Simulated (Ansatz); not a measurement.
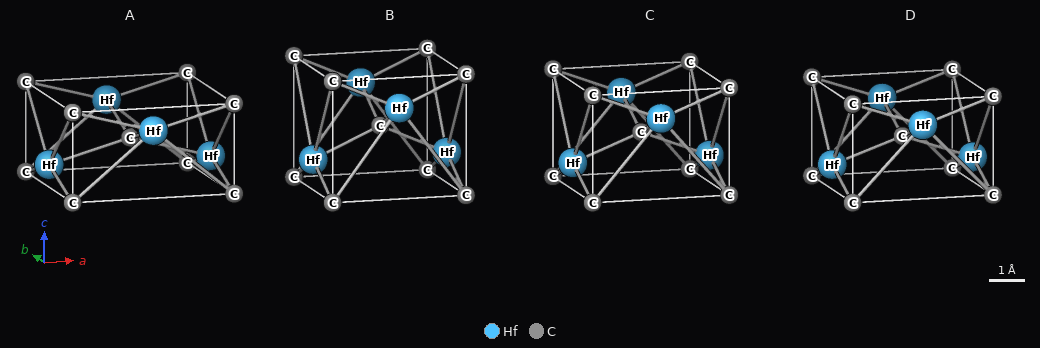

4 geometries from one relaxation of crystalline HfC (a generated structure, set up in I-4m2) (coarse preliminary run), in shuffled order. A ball-and-stick model of the conventional cell (2 times the calculation's cell), seen slightly off an axis. Lengths and directions refer to the drawn axes.

All numbers below come from DFT PBE, scalar-relativistic, plane waves, PAW in Ansatz 0.2.0. Set-up: plane-wave cutoff 420 eV; k-point mesh 8 × 8 × 8; occupations gaussian; smearing width 0.1 eV; no spin polarisation; cell and atoms relaxed; force threshold 0.04 eV/Å; at most 70 steps.

Question: Put them in the order of the run, from the start to the converged end.

Answer: A, D, C, B. They are steps 0, 3, 5, 14, at +967 meV per atom, +103 meV per atom, +43.5 meV per atom relative to the last. The atoms keep their places relative to the cell (all moves are under 0.005 Å). The drawn cell changes as follows: a = b 4.868 → 4.020 Å (−17.4 %), c 2.657 → 3.574 Å (+34.5 %); the volume changes by −8.3 %. Some distances before and after: Hf–Hf 2.657 → 3.574 Å, Hf–Hf 3.690 → 3.357 Å, C–Hf 2.523 → 2.200 Å, C–Hf 3.146 → 3.350 Å. Bond angles that change, for instance: Hf–C–Hf 149.5° → 132.1°, C–Hf–C 149.5° → 132.1°, Hf–C–Hf 94.0° → 99.5°. The space group stays I-4m2 (No. 119). The energy falls by 967 meV per atom in 11 accepted moves (14 points after the start). All forces vanish by symmetry, so only the cell relaxes. The pressure goes from −24.15 to 0.06 GPa. The SCF was repeated 3 times at an unchanged geometry on a basis and grid sized afresh for the cell, which shifted the energy by 18.3 meV per atom at most. The run took 65 s on 1 thread of Arm Neoverse V1 (shared host), peak memory 0.34 GiB.
